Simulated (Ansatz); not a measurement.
**Geometry relaxation of NaCl (part 1 of 3)**

NaCl (slab, 16 atoms in the cell), computed with DFT PBE+D3(BJ), scalar-relativistic, plane waves, PAW, no spin polarisation (Ansatz 0.2.0).

The structure derives from an entry of the Crystallography Open Database. The input holds or restrains some coordinates. Forces given for the steps count only the free coordinates. It belongs to a series of runs on one base structure; here: clean slab, lower planes held. Figures and captions count atoms from 1; the log counts them from 0 in places.

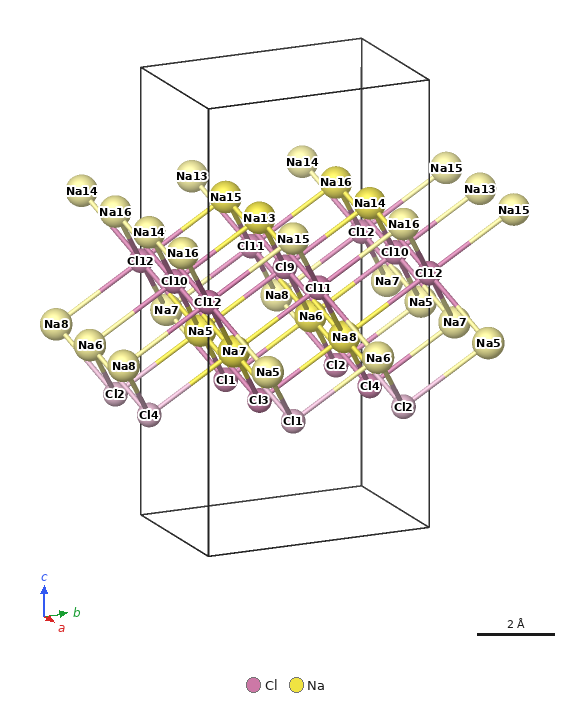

**Figure 1.** The input geometry (ball-and-stick view of the cell of the calculation, with the vacuum cut short, seen slightly off an axis; neighbours outside the cell are drawn fainter; atoms are numbered from 1 in the order of the input). An atom can appear more than once, as a periodic image. Near neighbours in the periodic cell (some may lie outside the picture): Cl has 3 Na at 2.79 Å; Na has 6 Cl at 2.79 Å; Cl has 6 Na at 2.79 Å; Na has 3 Cl at 2.79 Å.

## Summary

- outcome: converged under the restraints of the input
- electrons treated: 128
- free energy: −20549.6934 eV
- work function, top face: 2.17 eV
- work function, bottom face: 8.41 eV
- Fermi energy: −2.351 eV
- gap on the k-point mesh: none (metallic)
- final volume: 1121.46 Å³
- work function (upper face): 2.17 eV
- largest force (length of the vector) at the end, held atoms and coordinates included: 1.123 eV/Å
- hardware: 4 threads of Intel Xeon (Sapphire Rapids), 16 GiB of memory available, shared host
- wall time: 17 s (CPU time 60 s)
- peak memory: 1.3 GiB

## Notes

Warnings of the run: the density in the vacuum is higher than it should be, so vacuum levels may be off.

## Input
```yaml
crystal:
  lattice:
    - [7.8849376734, 0.0, 0.0]
    - [-3.9424688367, 6.8285563324, 0.0]
    - [0.0, 0.0, 20.8285184884]
  atoms:
    - { symbol: Cl, position: [0.1666666667, 0.3333333333, 0.3840887677] }
    - { symbol: Cl, position: [0.1666666667, 0.8333333333, 0.3840887677] }
    - { symbol: Cl, position: [0.6666666667, 0.3333333333, 0.3840887677] }
    - { symbol: Cl, position: [0.6666666667, 0.8333333333, 0.3840887677] }
    - { symbol: Na, position: [0.3333333333, 0.1666666667, 0.4613629226] }
    - { symbol: Na, position: [0.3333333333, 0.6666666667, 0.4613629226] }
    - { symbol: Na, position: [0.8333333333, 0.1666666667, 0.4613629226] }
    - { symbol: Na, position: [0.8333333333, 0.6666666667, 0.4613629226] }
    - { symbol: Cl, position: [0.5, 0.5, 0.5386370774] }
    - { symbol: Cl, position: [0.5, 0.0, 0.5386370774] }
    - { symbol: Cl, position: [0.0, 0.5, 0.5386370774] }
    - { symbol: Cl, position: [0.0, 0.0, 0.5386370774] }
    - { symbol: Na, position: [0.6666666667, 0.3333333333, 0.6159112323] }
    - { symbol: Na, position: [0.6666666667, 0.8333333333, 0.6159112323] }
    - { symbol: Na, position: [0.1666666667, 0.3333333333, 0.6159112323] }
    - { symbol: Na, position: [0.1666666667, 0.8333333333, 0.6159112323] }
basis:
  ecutwfc: 420
kpoints:
  mp_grid: { grid: [2, 2, 1] }
hamiltonian:
  xc: pbe
  dispersion: d3bj
scf:
  occupations: { method: gaussian, width: 0.05 }
output:
  forces: true
  eigenvalues: true
relax:
  adjacent_minimum: "off"
  f_tol: 0.03
  max_steps: 70
  constraints: [{ sites: [0, 1, 2, 3, 4, 5, 6, 7] }]
efield:
  axis: 3
  dipole_correction: true
  ramp_width: 0.04
```

Launch command:
```bash
ansatz run input.yaml --threads 4 --pin off --max-ram 12288MiB --backend cpu --events-out ev --progress --plain --runs-dir out
```

## Log
```
Engine: ansatz 0.2.0, x86_64-unknown-linux-gnu
Pseudopotentials: kind: paw
Pseudopotential: Cl, paw, valence charge 7, recommended cutoff 420 eV (normal), Cl.paw.azcp
Pseudopotential: Na, paw, valence charge 9, recommended cutoff 420 eV (normal), Na.paw.azcp
Functional definition: PBE
  parameter kappa = 0.804
  parameter beta = 0.06672455060314922
  exchange = pbe_x(kappa = kappa, mu = beta*pi^2/3)
  correlation = pbe_c(beta = beta)
Crystal: 16 atoms, lattice volume = 1121.465 Å³
Basis set: ecut = 420 eV, 21975 PW (Γ), exchange–correlation on 108×108×288 points (8 copies of the dense FFT grid, shifted against one another)
Bands: 80, of which v1, the nominal top of the filled ones, is band 64 counted from 1 (63 counted from 0)
Symmetry: 24 space group operations
Space group: P3m1 (ITA 156), of the structure as read, at distance tolerance 1.0e-4 Å
k-points: 2 of 4
Non-local potential: Cl, projectors of the file, l = 0: 2, l = 1: 2, l = 2: 2
Non-local potential: Na, projectors of the file, l = 0: 3, l = 1: 2, l = 2: 1
PAW form: soft (Blöchl's): semilocal exchange-correlation on the pseudo side does not see the compensation charge
PAW one-centre angular grid: Cl, 110 points (default); XC on 64 Gauss nodes
PAW one-centre angular grid: Na, 110 points (default); XC on 64 Gauss nodes
Initial density: superposition of atomic densities (neutral atoms: chi_scale 0, normalization atom), corrected by the library's trained network
Initial wavefunctions: pseudopotential atomic-orbital guess
Functional: x = pbe(κ = 0.804, μ = 0.2195149727645171), c = pbe(β = 0.06672455060314922)
SCF iter   1: F=—  HF=-20549.102845 eV  |F-HF|=—  |Δ(HF+E_count)|=         —  Δρ=4.23e-3  dr2=3.68e0  ethr=1.77e-3  p=1.454 e·Å  D=2.35e-1 V/Å  ΔV_dip=-4.89 eV  dr2_dipole=1.87e0  V_vac-E_F(+/−)=3.52/8.41 eV  ⟨swp⟩=8.5  Hψ=804  notcnv=0  defer=11
efield: sawtooth ramp at fractional position 0.9800 (placed from the atoms, in the widest stretch of the axis that holds none; the zero of the levels goes with the place), width 0.0400; the density the first Hamiltonian is built on has a dipole p = 1.454 e·Å; the dipole correction subtracts the counter field D = 2.35e-1 V/Å, which shifts the + side's vacuum level by -4.89 eV against the − side's; the planar-averaged density in the ramp window peaks in size at 1.8e-5 e/Å³
preconditioner: auto → LDOS  [insulator: Δε(μ)=0.629 eV  Ē_g=7.678 eV  σ=0.050 eV  W_gap=0.52  n_scr=138 (ndim 8)  ℏωp=8.3 eV  f_vac=0.588  D(μ)=12.38/eV (n_scr^D=50)  ε∞_Penn≈2.2  β→1.0]
SCF iter   2: F=—  HF=-20548.691042 eV  |F-HF|=—  |Δ(HF+E_count)|=   4.12e-1  Δρ=3.13e-3  dr2=1.70e0  ethr=1.77e-3  p=1.727 e·Å  D=2.79e-1 V/Å  ΔV_dip=-5.80 eV  dr2_dipole=7.77e-1  V_vac-E_F(+/−)=2.78/8.58 eV  ⟨swp⟩=1.5  Hψ=189  notcnv=0  defer=19
SCF iter   3: F=—  HF=-20548.787208 eV  |F-HF|=—  |Δ(HF+E_count)|=   9.62e-2  Δρ=3.85e-3  dr2=2.54e0  ethr=1.33e-3  p=1.624 e·Å  D=2.62e-1 V/Å  ΔV_dip=-5.46 eV  dr2_dipole=1.29e0  V_vac-E_F(+/−)=3.00/8.45 eV  ⟨swp⟩=1.5  Hψ=146  notcnv=0  defer=19
SCF iter   4: F=—  HF=-20548.684286 eV  |F-HF|=—  |Δ(HF+E_count)|=   1.03e-1  Δρ=1.93e-3  dr2=7.11e-1  ethr=1.33e-3  p=1.704 e·Å  D=2.75e-1 V/Å  ΔV_dip=-5.73 eV  dr2_dipole=3.59e-1  V_vac-E_F(+/−)=2.74/8.47 eV  ⟨swp⟩=1.5  Hψ=142  notcnv=0  defer=19
SCF iter   5: F=—  HF=-20548.669774 eV  |F-HF|=—  |Δ(HF+E_count)|=   1.45e-2  Δρ=5.30e-4  dr2=3.12e-2  ethr=5.55e-4  p=1.736 e·Å  D=2.80e-1 V/Å  ΔV_dip=-5.83 eV  dr2_dipole=1.26e-2  V_vac-E_F(+/−)=2.71/8.54 eV  ⟨swp⟩=1.5  Hψ=186  notcnv=0  defer=17
SCF iter   6: F=—  HF=-20548.671129 eV  |F-HF|=—  |Δ(HF+E_count)|=   1.35e-3  Δρ=6.24e-4  dr2=7.38e-2  ethr=2.44e-5  p=1.725 e·Å  D=2.78e-1 V/Å  ΔV_dip=-5.80 eV  dr2_dipole=3.95e-2  V_vac-E_F(+/−)=2.72/8.52 eV  ⟨swp⟩=1.0  Hψ=143  notcnv=0  defer=17
SCF iter   7: F=—  HF=-20548.679738 eV  |F-HF|=—  |Δ(HF+E_count)|=   8.61e-3  Δρ=2.76e-3  dr2=1.26e0  ethr=2.44e-5  p=1.760 e·Å  D=2.84e-1 V/Å  ΔV_dip=-5.91 eV  dr2_dipole=6.16e-1  V_vac-E_F(+/−)=2.65/8.57 eV  ⟨swp⟩=1.0  Hψ=143  notcnv=0  defer=17  recentre
SCF iter   8: F=—  HF=-20548.669631 eV  |F-HF|=—  |Δ(HF+E_count)|=   1.01e-2  Δρ=2.10e-4  dr2=7.82e-3  ethr=2.44e-5  p=1.739 e·Å  D=2.81e-1 V/Å  ΔV_dip=-5.85 eV  dr2_dipole=4.29e-3  V_vac-E_F(+/−)=2.69/8.54 eV  ⟨swp⟩=1.0  Hψ=143  notcnv=0  defer=17
SCF iter   9: F=—  HF=-20548.670730 eV  |F-HF|=—  |Δ(HF+E_count)|=   1.10e-3  Δρ=5.14e-4  dr2=4.50e-2  ethr=6.11e-6  p=1.740 e·Å  D=2.81e-1 V/Å  ΔV_dip=-5.85 eV  dr2_dipole=2.26e-2  V_vac-E_F(+/−)=2.68/8.53 eV  ⟨swp⟩=1.0  Hψ=160  notcnv=0  defer=17
SCF iter  10: F=—  HF=-20548.669873 eV  |F-HF|=—  |Δ(HF+E_count)|=   8.56e-4  Δρ=7.32e-5  dr2=7.76e-4  ethr=6.11e-6  p=1.748 e·Å  D=2.82e-1 V/Å  ΔV_dip=-5.88 eV  dr2_dipole=3.84e-4  V_vac-E_F(+/−)=2.66/8.54 eV  ⟨swp⟩=1.0  Hψ=143  notcnv=0  defer=17
SCF iter  11: F=—  HF=-20548.669866 eV  |F-HF|=—  |Δ(HF+E_count)|=   7.65e-6  Δρ=3.02e-5  dr2=1.67e-4  ethr=6.07e-7  p=1.749 e·Å  D=2.82e-1 V/Å  ΔV_dip=-5.88 eV  dr2_dipole=7.96e-5  V_vac-E_F(+/−)=2.66/8.54 eV  ⟨swp⟩=1.0  Hψ=143  notcnv=0  defer=17
SCF iter  12: F=-20548.669838 eV  HF=-20548.669863 eV  |F-HF|=2.51e-5  |Δ(HF+E_count)|=   2.20e-6  Δρ=1.02e-5  dr2=1.81e-5  ethr=1.76e-8  p=1.749 e·Å  D=2.82e-1 V/Å  ΔV_dip=-5.88 eV  dr2_dipole=8.43e-6  V_vac-E_F(+/−)=2.66/8.54 eV  ⟨swp⟩=14.0  Hψ=652  notcnv=0
SCF 1 converged in 12 iterations: F = -20548.669838 eV  dr2 = 1.81e-5
  greatest PAW one-centre occupation: 0.999 electrons in one spin orbital (limit 2), on the Na atom at site 15 (counted from 0), in its partial waves of l = 0
relax step   1: F+E_penalty+E_count = -20548.66983819 eV  Δ(F+E_penalty+E_count) = +0.000e0 eV  max|allowed force component| = 1.083e0 eV/Å  Δτ_max = 0.0000 Å  (12 SCF iters, dr2 threshold 2.25e-5 eV, accepted)
Initial density: handed on by an earlier stage of this run
Initial wavefunctions: those handed on with the density
iter 1 solved again at ethr=1.03e-3 eV; its pass at ethr=3.10e-3 eV (dr2=1.31e0 eV) is discarded
SCF iter   1: F=—  HF=-20549.452662 eV  |F-HF|=—  |Δ(HF+E_count)|=         —  Δρ=4.31e-3  dr2=1.29e0  ethr=1.03e-3  p=1.749 e·Å  D=2.82e-1 V/Å  ΔV_dip=-5.88 eV  dr2_dipole=5.05e-1  V_vac-E_F(+/−)=2.58/8.46 eV  ⟨swp⟩=1.0  Hψ=493  notcnv=0  defer=17
efield: sawtooth ramp at fractional position 0.9800 (handed on by an earlier solve), width 0.0400; the density the first Hamiltonian is built on has a dipole p = 1.749 e·Å; the dipole correction subtracts the counter field D = 2.82e-1 V/Å, which shifts the + side's vacuum level by -5.88 eV against the − side's; the planar-averaged density in the ramp window peaks in size at 8.3e-6 e/Å³
preconditioner: auto → LDOS  [insulator: Δε(μ)=0.147 eV  Ē_g=7.232 eV  σ=0.050 eV  W_gap=0.54  n_scr=138 (ndim 8)  ℏωp=8.3 eV  f_vac=0.592  D(μ)=13.99/eV (n_scr^D=50)  ε∞_Penn≈2.3  β→1.0]
SCF iter   2: F=—  HF=-20549.420040 eV  |F-HF|=—  |Δ(HF+E_count)|=   3.26e-2  Δρ=3.23e-3  dr2=3.04e-1  ethr=1.00e-3  p=1.807 e·Å  D=2.92e-1 V/Å  ΔV_dip=-6.07 eV  dr2_dipole=2.86e-2  V_vac-E_F(+/−)=2.43/8.51 eV  ⟨swp⟩=2.0  Hψ=206  notcnv=0  defer=17
SCF iter   3: F=—  HF=-20549.354855 eV  |F-HF|=—  |Δ(HF+E_count)|=   6.52e-2  Δρ=1.18e-3  dr2=3.35e-2  ethr=2.38e-4  p=1.790 e·Å  D=2.89e-1 V/Å  ΔV_dip=-6.02 eV  dr2_dipole=5.68e-3  V_vac-E_F(+/−)=2.47/8.49 eV  ⟨swp⟩=2.5  Hψ=263  notcnv=0  defer=17
SCF iter   4: F=—  HF=-20549.349892 eV  |F-HF|=—  |Δ(HF+E_count)|=   4.96e-3  Δρ=1.03e-4  dr2=4.03e-4  ethr=2.62e-5  p=1.791 e·Å  D=2.89e-1 V/Å  ΔV_dip=-6.02 eV  dr2_dipole=3.56e-6  V_vac-E_F(+/−)=2.47/8.49 eV  ⟨swp⟩=2.0  Hψ=222  notcnv=0  defer=17
SCF iter   5: F=—  HF=-20549.350120 eV  |F-HF|=—  |Δ(HF+E_count)|=   2.28e-4  Δρ=7.95e-5  dr2=7.59e-4  ethr=3.15e-7  p=1.788 e·Å  D=2.89e-1 V/Å  ΔV_dip=-6.01 eV  dr2_dipole=3.28e-4  V_vac-E_F(+/−)=2.47/8.48 eV  ⟨swp⟩=2.0  Hψ=212  notcnv=0  defer=17
SCF iter   6: F=—  HF=-20549.350114 eV  |F-HF|=—  |Δ(HF+E_count)|=   5.62e-6  Δρ=5.65e-5  dr2=4.62e-4  ethr=3.15e-7  p=1.788 e·Å  D=2.88e-1 V/Å  ΔV_dip=-6.01 eV  dr2_dipole=1.94e-4  V_vac-E_F(+/−)=2.48/8.48 eV  ⟨swp⟩=1.5  Hψ=152  notcnv=0  defer=17
SCF iter   7: F=—  HF=-20549.350107 eV  |F-HF|=—  |Δ(HF+E_count)|=   7.09e-6  Δρ=3.74e-5  dr2=8.78e-5  ethr=3.15e-7  p=1.787 e·Å  D=2.88e-1 V/Å  ΔV_dip=-6.01 eV  dr2_dipole=3.48e-5  V_vac-E_F(+/−)=2.48/8.48 eV  ⟨swp⟩=1.5  Hψ=144  notcnv=0  defer=17
SCF iter   8: F=-20549.350092 eV  HF=-20549.350099 eV  |F-HF|=6.74e-6  |Δ(HF+E_count)|=   8.68e-6  Δρ=1.36e-5  dr2=1.07e-5  ethr=5.72e-8  p=1.788 e·Å  D=2.88e-1 V/Å  ΔV_dip=-6.01 eV  dr2_dipole=1.13e-6  V_vac-E_F(+/−)=2.48/8.49 eV  ⟨swp⟩=13.5  Hψ=740  notcnv=0
SCF 2 converged in 8 iterations: F = -20549.350092 eV  dr2 = 1.07e-5
relax step   2: F+E_penalty+E_count = -20549.35009186 eV  Δ(F+E_penalty+E_count) = -6.803e-1 eV  max|allowed force component| = 6.011e-1 eV/Å  Δτ_max = 0.1949 Å  (8 SCF iters, dr2 threshold 7.33e-5 eV, accepted)
iter 1 solved again at ethr=6.44e-4 eV; its pass at ethr=3.10e-3 eV (dr2=8.25e-1 eV) is discarded
```
